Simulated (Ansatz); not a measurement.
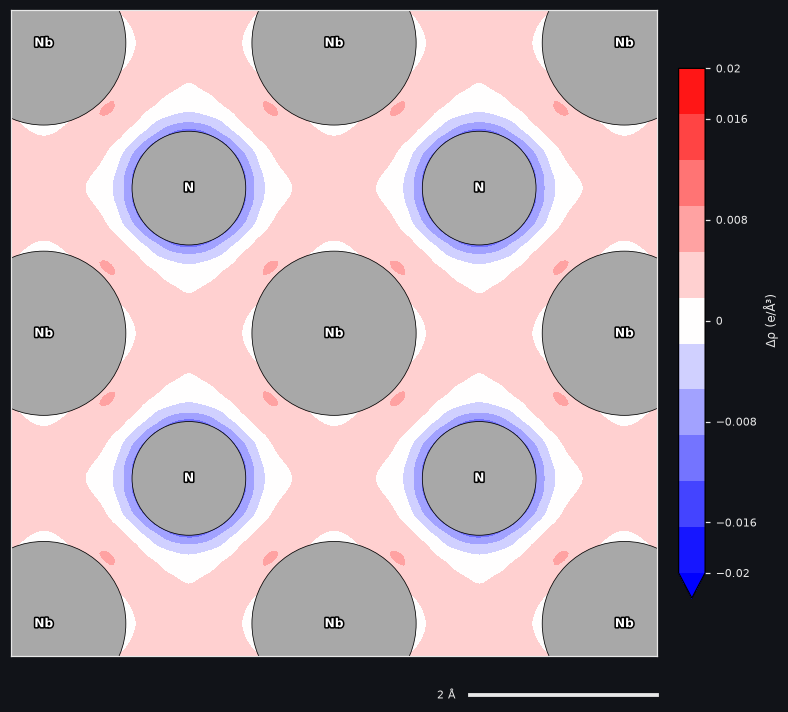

NbN. Difference of the valence pseudo-densities of two functionals at the same geometry, on the (101) plane of the calculation cell: one of PBE and PBEsol less the other.

Both computed with Ansatz (plane waves, PAW), on the same k-point mesh. Grey discs cover the atomic cores.

```
Nb N
1.0
     0.00000    2.19450    2.19450
     2.19450    0.00000    2.19450
     2.19450    2.19450    0.00000
Nb N
1 1
Direct
  0.50000 0.50000 0.50000
  0.00000 0.00000 0.00000
```

### Which was subtracted from which, and what does the map show?

It is PBEsol less PBE. Against PBE, PBEsol gives a change of +0.005 e/Å³ at the midpoint of Nb–N.
